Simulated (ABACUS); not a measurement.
# Single-point calculation of Ge (part 2 of 2)

Continued. System: Ge (P6₃/mmc, 4 atoms in the cell). Method: Kohn-Sham DFT of a periodic cell, PBE, PseudoDojo NC SR 0.4.1 PBE standard, no spin polarisation (ABACUS 3.10.1); cutoff 1074.85 eV, 8×8×4 k-mesh, fermi-dirac of 0.05 eV. The structure derives from a Materials Project entry.

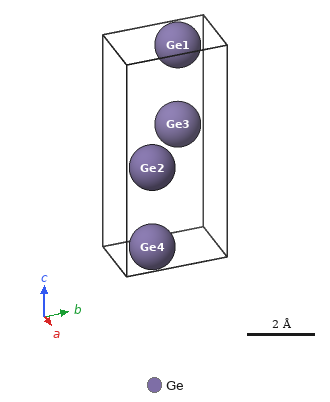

*The structure as given in the input (spheres-only view of the cell of the calculation, seen slightly off an axis; atoms are numbered from 1 in the order of the input).*

**Output, continued**
```
----------------------------------------------------------

 PW ALGORITHM --------------- ION=   1  ELEC=   6--------------------------------

 Density error is 1.3330332704e-07
                          Error Threshold = 2.51716747027e-09
----------------------------------------------------------
     Energy           Rydberg                 eV
----------------------------------------------------------
 E_KohnSham     -714.5626587310      -9722.1237367704
 E_Harris       -714.5620299126      -9722.1151812581
 E_Fermi        0.6990445067         9.5109884468
----------------------------------------------------------

 PW ALGORITHM --------------- ION=   1  ELEC=   7--------------------------------

 Density error is 2.25871135362e-08
                          Error Threshold = 2.38041655429e-10
----------------------------------------------------------
     Energy           Rydberg                 eV
----------------------------------------------------------
 E_KohnSham     -714.5626587911      -9722.1237375885
 E_Harris       -714.5609480730      -9722.1004620745
 E_Fermi        0.6990808221         9.5114825428
----------------------------------------------------------

 PW ALGORITHM --------------- ION=   1  ELEC=   8--------------------------------

 Density error is 2.33487912944e-10
                          Error Threshold = 4.03341313147e-11
----------------------------------------------------------
     Energy           Rydberg                 eV
----------------------------------------------------------
 E_KohnSham     -714.5626587952      -9722.1237376447
 E_KS(sigma->0) -714.5626141574      -9722.1231303162
 E_Harris       -714.5625273537      -9722.1219492915
 E_band         -40.4676903202       -550.5911732545
 E_one_elec     -369.2297957847      -5023.6290940478
 E_Hartree      222.6338771344       3029.0892968600
 E_xc           -174.6220766623      -2375.8552392006
 E_Ewald        -393.3445742070      -5351.7274865993
 E_entropy(-TS) -0.0000892756        -0.0012146570
 E_descf        0.0000000000         0.0000000000
 E_exx          0.0000000000         0.0000000000
 E_Fermi        0.6990809665         9.5114845080
----------------------------------------------------------

 charge density convergence is achieved
 final etot is -9722.1237376 eV
 EFERMI = 9.511484508 eV
The vacuum level is 10.755234896 eV

 STATE ENERGY(eV) AND OCCUPATIONS    NSPIN == 1
 1/30 kpoint (Cartesian) = 0.0000 0.0000 0.0000 (1844 pws)
       1       -15.4567     0.00781250
       2       -15.4567     0.00781250
       3       -15.4190     0.00781250
       4       -15.4187     0.00781250
       5       -15.4187     0.00781250
       6       -15.4062     0.00781250
       7       -15.3945     0.00781250
       8       -15.3945     0.00781250
       9       -15.3427     0.00781250
      10       -15.3427     0.00781250
      11       -15.2194     0.00781250
      12       -15.2194     0.00781250
      13       -15.2055     0.00781250
      14       -15.1901     0.00781250
      15       -15.1855     0.00781250
      16       -15.1855     0.00781250
      17       -15.1687     0.00781250
      18       -15.1687     0.00781250
      19       -15.1383     0.00781250
      20       -15.1383     0.00781250
      21       -3.28753     0.00781250
      22       -1.25071     0.00781250
      23        1.87962     0.00781250
      24        8.00737     0.00781250
      25        8.00737     0.00781250
      26        9.32657     0.00762371
      27        9.40634     0.00696243
      28        9.47794     0.00516956
      29        9.60347     0.00107104
      30        9.60347     0.00107104
      31        11.7518    2.71247e-22
      32        11.7518    2.71247e-22
      33        12.2375    1.64004e-26
      34        14.0348    4.01620e-42

 2/30 kpoint (Cartesian) = -0.031269 0.018053 0.0000 (1825 pws)
       1       -15.4656      0.0468750
       2       -15.4597      0.0468750
       3       -15.4280      0.0468750
       4       -15.4238      0.0468750
       5       -15.4185      0.0468750
       6       -15.3958      0.0468750
       7       -15.3866      0.0468750
       8       -15.3778      0.0468750
       9       -15.3348      0.0468750
      10       -15.3319      0.0468750
      11       -15.2323      0.0468750
      12       -15.2323      0.0468750
      13       -15.2216      0.0468750
      14       -15.1967      0.0468750
      15       -15.1825      0.0468750
      16       -15.1776      0.0468750
      17       -15.1755      0.0468750
      18       -15.1641      0.0468750
      19       -15.1333      0.0468750
      20       -15.1279      0.0468750
      21       -3.11878      0.0468750
      22       -1.07538      0.0468750
      23        1.89703      0.0468750
      24        6.57120      0.0468750
      25        7.50573      0.0468750
      26        7.66210      0.0468750
      27        9.00940      0.0468730
      28        9.26910      0.0465101
      29        10.5002    1.21049e-10
      30        10.8442    1.24496e-13
      31        11.9469    3.29075e-23
      32        12.2323    1.09136e-25
      33        12.7037    8.79221e-30
      34        14.1781    1.37284e-42

 3/30 kpoint (Cartesian) = -0.062538 0.036106 0.0000 (1809 pws)
       1       -15.4749      0.0468750
       2       -15.4639      0.0468750
       3       -15.4416      0.0468750
       4       -15.4324      0.0468750
       5       -15.4142      0.0468750
       6       -15.3845      0.0468750
       7       -15.3700      0.0468750
       8       -15.3415      0.0468750
       9       -15.3181      0.0468750
      10       -15.3087      0.0468750
      11       -15.2581      0.0468750
      12       -15.2565      0.0468750
      13       -15.2539      0.0468750
      14       -15.2037      0.0468750
      15       -15.1945      0.0468750
      16       -15.1846      0.0468750
      17       -15.1615      0.0468750
      18       -15.1520      0.0468750
      19       -15.1265      0.0468750
      20       -15.1168      0.0468750
      21       -2.62537      0.0468750
      22      -0.559206      0.0468750
      23        1.73980      0.0468750
      24        5.15018      0.0468750
      25        5.45647      0.0468750
      26        7.04823      0.0468750
      27        8.16780      0.0468750
      28        8.66397      0.0468750
      29        10.4651    2.44498e-10
      30        11.2713    2.42908e-17
      31        12.7683    2.41371e-30
      32        12.9606    5.15671e-32
      33        13.2488    1.61693e-34
      34        15.1372    6.41150e-51

 4/30 kpoint (Cartesian) = -0.093807 0.054159 0.0000 (1803 pws)
       1       -15.4752      0.0468750
       2       -15.4657      0.0468750
       3       -15.4544      0.0468750
       4       -15.4380      0.0468750
       5       -15.4028      0.0468750
       6       -15.3784      0.0468750
       7       -15.3547      0.0468750
       8       -15.3043      0.0468750
       9       -15.3040      0.0468750
      10       -15.2955      0.0468750
      11       -15.2860      0.0468750
      12       -15.2768      0.0468750
      13       -15.2722      0.0468750
      14       -15.2110      0.0468750
      15       -15.2057      0.0468750
      16       -15.1962      0.0468750
      17       -15.1520      0.0468750
      18       -15.1391      0.0468750
      19       -15.1228      0.0468750
      20       -15.1152      0.0468750
      21       -1.87630      0.0468750
      22       0.237958      0.0468750
      23       0.995205      0.0468750
      24        3.68695      0.0468750
      25        4.77096      0.0468750
      26        6.58811      0.0468750
      27        7.19831      0.0468750
      28        8.20593      0.0468750
      29        10.1632    1.02427e-07
      30        11.2253    6.09607e-17
      31        13.1884    5.41071e-34
      32        13.1895    5.30282e-34
      33        13.2093    3.56834e-34
      34        15.9201    1.01517e-57

 5/30 kpoint (Cartesian) = 0.12508 0.21664 0.0000 (1806 pws)
       1       -15.4707      0.0234375
       2       -15.4659      0.0234375
       3       -15.4628      0.0234375
       4       -15.4398      0.0234375
       5       -15.3940      0.0234375
       6       -15.3768      0.0234375
       7       -15.3483      0.0234375
       8       -15.3140      0.0234375
       9       -15.2987      0.0234375
      10       -15.2856      0.0234375
      11       -15.2848      0.0234375
      12       -15.2798      0.0234375
      13       -15.2753      0.0234375
      14       -15.2191      0.0234375
      15       -15.2055      0.0234375
      16       -15.2054      0.0234375
      17       -15.1486      0.0234375
      18       -15.1313      0.0234375
      19       -15.1218      0.0234375
      20       -15.1185      0.0234375
      21       -1.31329      0.0234375
      22       0.331580      0.0234375
      23       0.855218      0.0234375
      24        2.73829      0.0234375
      25        4.91410      0.0234375
      26        6.42399      0.0234375
      27        6.68173      0.0234375
      28        8.04205      0.0234375
      29        10.0269    7.81487e-07
      30        11.1383    1.73580e-16
      31        13.0548    3.91852e-33
      32        13.1927    2.48361e-34
      33        13.8064    1.16114e-39
      34        15.0428    2.11606e-50

 6/30 kpoint (Cartesian) = -0.031269 0.054159 0.0000 (1821 pws)
       1       -15.4721      0.0468750
       2       -15.4658      0.0468750
       3       -15.4364      0.0468750
       4       -15.4330      0.0468750
       5       -15.4131      0.0468750
       6       -15.3903      0.0468750
       7       -15.3645      0.0468750
       8       -15.3586      0.0468750
       9       -15.3218      0.0468750
      10       -15.3164      0.0468750
      11       -15.2506      0.0468750
      12       -15.2469      0.0468750
      13       -15.2455      0.0468750
      14       -15.2100      0.0468750
      15       -15.1867      0.0468750
      16       -15.1824      0.0468750
      17       -15.1620      0.0468750
      18       -15.1593      0.0468750
      19       -15.1251      0.0468750
      20       -15.1201      0.0468750
      21       -2.78690      0.0468750
      22      -0.728828      0.0468750
      23        1.83363      0.0468750
      24        5.54656      0.0468750
      25        6.04698      0.0468750
      26        6.87178      0.0468750
      27        8.53655      0.0468750
      28        8.56357      0.0468750
      29        11.3087    1.14920e-17
      30        11.4371    8.81685e-19
      31        11.9098    6.91358e-23
      32        13.0481    8.96731e-33
      33        13.4063    6.92999e-36
      34        14.0742    1.09526e-41

[... levels at 24 further k points ...]

------------------------------------------------------------------------------------------
 TOTAL-FORCE (eV/Angstrom)
------------------------------------------------------------------------------------------
                       Ge1         0.0000000000         0.0000000000        -0.0137173000
                       Ge2         0.0000000000         0.0000000000        -0.0137173000
                       Ge3         0.0000000000         0.0000000000         0.0137173000
                       Ge4         0.0000000000         0.0000000000         0.0137173000
------------------------------------------------------------------------------------------

----------------------------------------------------------------
 TOTAL-STRESS (KBAR)
----------------------------------------------------------------
        31.3134145359         0.0000000005        -0.0000000000
         0.0000000005        31.3134145347         0.0000000000
         0.0000000000        -0.0000000000        28.5788238871
----------------------------------------------------------------
 TOTAL-PRESSURE: 30.401884 KBAR

 --------------------------------------------
 !FINAL_ETOT_IS -9722.1237376446515555 eV
 --------------------------------------------
```

**Standard output**
```
ABACUS v3.10.1

               Atomic-orbital Based Ab-initio Computation at UStc

%%%%%%%%%%%%%%%%%%%%%%%%%%%%%%%%%%%%%%%%%%%%%%%%%%%%%%%%%%%%%%%%%%%%%%%%%%%%%%%%%%%%%%%%%%%%%%%%%%%%%%%%%
 Warning: the number of valence electrons in pseudopotential > 4 for Ge: [Ar] 3d10 4s2 4p2
 Pseudopotentials with additional electrons can yield (more) accurate outcomes, but may be less efficient.
 If you're confident that your chosen pseudopotential is appropriate, you can safely ignore this warning.
%%%%%%%%%%%%%%%%%%%%%%%%%%%%%%%%%%%%%%%%%%%%%%%%%%%%%%%%%%%%%%%%%%%%%%%%%%%%%%%%%%%%%%%%%%%%%%%%%%%%%%%%%

 UNIFORM GRID DIM        : 45 * 45 * 72
 UNIFORM GRID DIM(BIG)   : 45 * 45 * 72
 ---------------------------------------------------------
 Self-consistent calculations for electrons
 ---------------------------------------------------------
 SPIN    KPOINTS         PROCESSORS  THREADS
 1       30              4           4
 ---------------------------------------------------------
 Use plane wave basis
 ---------------------------------------------------------
 ELEMENT NATOM       XC
 Ge      4
 ---------------------------------------------------------
 Initial plane wave basis and FFT box
 ---------------------------------------------------------
 -------------------------------------------
 SELF-CONSISTENT :
 -------------------------------------------
 START CHARGE      : atomic
 ITER       ETOT/eV          EDIFF/eV         DRHO     TIME/s
 DA1     -9.72210486e+03   0.00000000e+00   6.7185e-02   4.43
 DA2     -9.72211458e+03  -9.72254776e-03   7.3136e-03   1.98
 DA3     -9.72212302e+03  -8.44193881e-03   1.0238e-04   2.31
 DA4     -9.72212365e+03  -6.27070637e-04   2.1053e-05   3.15
 DA5     -9.72212373e+03  -8.06422816e-05   1.4096e-06   3.54
 DA6     -9.72212374e+03  -5.79188872e-06   1.3330e-07   2.36
 DA7     -9.72212374e+03  -8.18141443e-07   2.2587e-08   3.25
 DA8     -9.72212374e+03  -5.61236841e-08   2.3349e-10   2.49
----------------------------------------------------------------
 TOTAL-STRESS (KBAR)
----------------------------------------------------------------
        31.3134145359         0.0000000005        -0.0000000000
         0.0000000005        31.3134145347         0.0000000000
         0.0000000000        -0.0000000000        28.5788238871
----------------------------------------------------------------
 TOTAL-PRESSURE: 30.401884 KBAR
```

This output came from the following input.

**The input**
```
INPUT_PARAMETERS
suffix              Ge
calculation         scf
basis_type          pw
pseudo_dir          ./
symmetry            1
dft_functional      pbe
ecutwfc             79
pseudo_rcut         10
nspin               1
nbands              34
ks_solver           dav
smearing_method     fd
smearing_sigma      0.00367493
scf_thr             1e-08
scf_nmax            100
mixing_type         broyden
mixing_beta         0.7
cal_force           1
cal_stress          1
out_chg             1
out_pot             2
out_elf             1
```

**File STRU**
```
ATOMIC_SPECIES
Ge 72.6300 Ge.upf

LATTICE_CONSTANT
1.8897261246

LATTICE_VECTORS
3.9975858431 0.0000000000 0.0000000000
-1.9987929216 3.4620108940 0.0000000000
0.0000000000 0.0000000000 6.5993779500

ATOMIC_POSITIONS
Direct

Ge
0.0
4
0.3333333333 0.6666666667 0.9370987500 1 1 1
0.6666666667 0.3333333333 0.4370987500 1 1 1
0.3333333333 0.6666666667 0.5629012500 1 1 1
0.6666666667 0.3333333333 0.0629012500 1 1 1
```

**File KPT**
```
K_POINTS
0
Gamma
8 8 4 0 0 0
```

Launched with:
```bash
OMP_NUM_THREADS=1 mpirun -np 4 abacus > log
```

**Key numbers**

- outcome: converged
- space group (tolerance 0.01 Å): P6₃/mmc (194)
- electrons treated: 56
- free energy: −9722.1237 eV
- Fermi energy: 9.511 eV
- gap on the k-point mesh: 0.13 eV
- pressure: 3.04 GPa
- largest force (length of the vector): 0.014 eV/Å
- hardware: 4 threads of Intel Xeon (Sapphire Rapids), 16 GiB of memory available, shared host
- wall time: 26 s (CPU time 1.7 min)
- peak memory: 0.4 GiB
